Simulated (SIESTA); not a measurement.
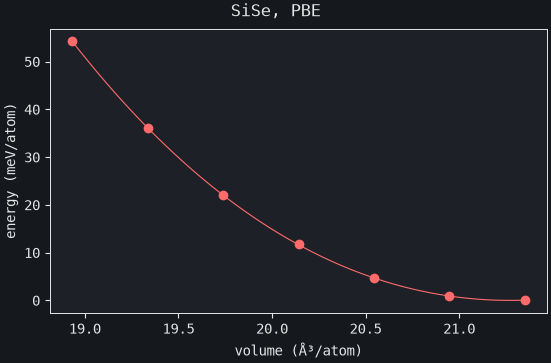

The picture above shows the energy against volume for SiSe, space group P-6m2 (No. 187) (cell built by us, not taken from a database).

The given structure:
```xyz
2
Lattice="3.5952 0.0000 0.0000 -1.7976 3.1135 0.0000 0.0000 0.0000 3.5987" Properties=species:S:1:pos:R:3 pbc="T T T"
Si    1.7976    1.0378    1.7994
Se    0.0000    0.0000    0.0000
```

Method: DFT in numerical atomic orbitals with pseudopotentials, no spin polarisation; energies at scaled volumes of the given cell, shape and fractions fixed, counted from the fit's minimum, third-order Birch-Murnaghan fit (SIESTA 5.4.2). Level: PBE.

| setting | value |
| --- | --- |
| k mesh | 9×9×7 |
| occupations | Fermi–Dirac |
| smearing width | 0.05 eV |
| potentials | PseudoDojo 0.4 standard, converted to PSML, two zetas on semicore shells |
| program settings | basis DZP, mesh cutoff 500 Ry |

From this curve and the settings, what does the calculation give for the pressure at the same points?

The pressure falls from 8.08 GPa at volume 18.93 Å³/atom to −0.24 GPa at 21.35 Å³/atom, and changes sign near 21.27 Å³/atom.

```json
{"volume (Å³/atom)": "18.93", "pressure (GPa)": "8.08"}
{"volume (Å³/atom)": "19.34", "pressure (GPa)": "6.42"}
{"volume (Å³/atom)": "19.74", "pressure (GPa)": "4.82"}
{"volume (Å³/atom)": "20.14", "pressure (GPa)": "3.44"}
{"volume (Å³/atom)": "20.54", "pressure (GPa)": "2.18"}
{"volume (Å³/atom)": "20.95", "pressure (GPa)": "0.90"}
{"volume (Å³/atom)": "21.35", "pressure (GPa)": "-0.24"}
```

Caveats: the fit and the printed pressures don't fully agree, or the minimum lies near the end of the range; mulliken charges of long orbitals; shape and atomic fractions are frozen while scaling, which makes layered, chain and framework solids too stiff.
